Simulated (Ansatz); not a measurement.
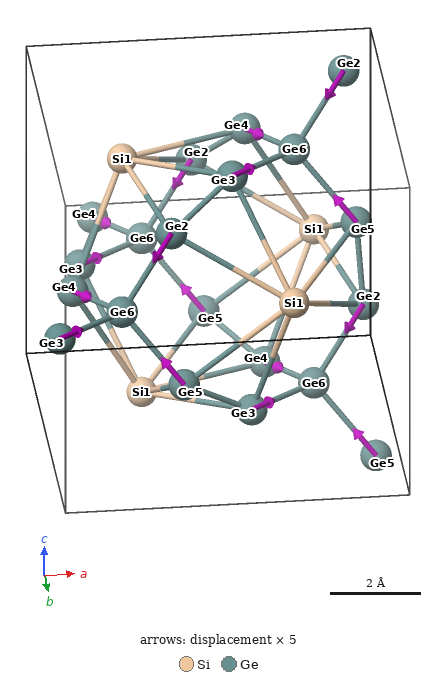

This is a relaxation of solid SiGe5 (a generated structure, set up in F-43m) (coarse preliminary run). The starting structure is drawn; purple arrows show the displacements (the part carried along by the change of the cell is left out), 5 times their true length.

The picture is a ball-and-stick view of the conventional cell (4 times the calculation's cell), seen from a free direction. Lengths and directions refer to the drawn axes.

The calculation used Ansatz, DFT PBE, scalar-relativistic, plane waves, PAW. Settings: plane-wave cutoff 420 eV; k-point mesh 4 × 4 × 4; occupations gaussian; smearing width 0.1 eV; no spin polarisation; cell and atoms relaxed; force threshold 0.04 eV/Å; at most 70 steps.

What happened in the run?

Answer. The largest moves relative to the cell, 0.17 Å, are those of Ge2, Ge3, Ge4 and Ge5. Ge2 goes along [−1 1 −1]. Si stays in place. Cell: a = b = c 7.715 → 9.245 Å (+19.8 %). Volume +72.1 %. Near-neighbour distances that change, for instance: Ge2–Ge3 1.922 → 2.573 Å, Si1–Ge2 3.150 → 3.782 Å, Ge2–Ge6 2.164 → 2.428 Å. The space group stays F-43m (No. 216). After 8 accepted moves (10 points after the start) the energy has fallen by 2673 meV per atom. The largest force component goes from 14 to 0.0085 eV/Å. The pressure goes from 79.93 to −0.31 GPa. The SCF was repeated twice at an unchanged geometry on a basis and grid sized afresh for the cell, which shifted the energy by 57.9 meV per atom at most. The run took 55 s on 1 thread of Arm Neoverse V1, with other jobs on the host, peak memory 0.41 GiB.
